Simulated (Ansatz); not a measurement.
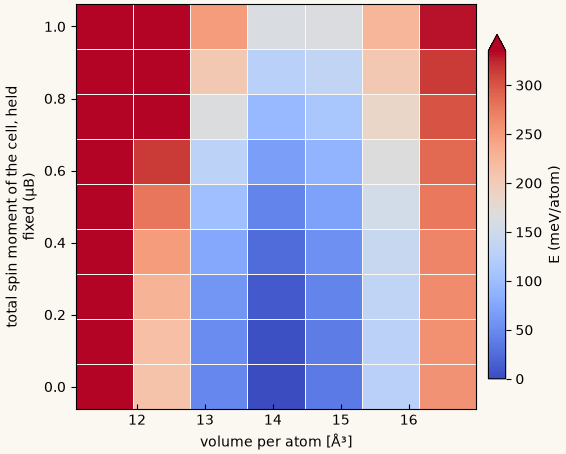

Energy landscape of Rh (Fm-3m, No. 225; 1 atom in the cell). The energy is mapped over volume and a fixed ferromagnetic moment. First axis: volume per atom. Second axis: total spin moment of the cell, held fixed. Nothing is relaxed (shape and fractional coordinates fixed). The grid has 7 × 9 points. Points are written as (first, second). All energies are given in meV/atom relative to the lowest grid point. The moment is held fixed and parallel; antiferromagnetic orders weren't tried. Level of theory: DFT PBE, scalar-relativistic, plane waves, PAW in Ansatz 0.2.0. Settings: cutoff 420 eV, k-mesh 22×22×22, gaussian smearing 0.15 eV.

The picture shows one coloured cell a grid point, one colour for all values above the top of the scale. 

> Describe this landscape.

The lowest grid point is at (14.05 Å³, 0.000 μB). It lies on the edge of the map, which is a mirror line here (the non-magnetic state). The highest grid point, (11.52 Å³, 1.000 μB), lies 852 meV/atom above the lowest.

Grid values (meV/atom):

```
second ↓, first →  11.52  12.36  13.20  14.05  14.89  15.73  16.57
            1.000    852    461    249    163    164    226    330
            0.875    785    406    205    127    136    204    314
            0.750    726    358    165     95    111    185    300
            0.625    674    315    131     68     89    168    288
            0.500    630    278    101     44     70    154    277
            0.375    594    249     77     25     55    142    268
            0.250    568    228     60     11     44    134    262
            0.125    553    216     50      3     38    129    258
            0.000    549    212     47      0     35    127    257
```

The whole map (63 points run) took 17 min on 1 thread of Arm Neoverse N1, with other jobs on the host.

PAW datasets: the set soft_1.
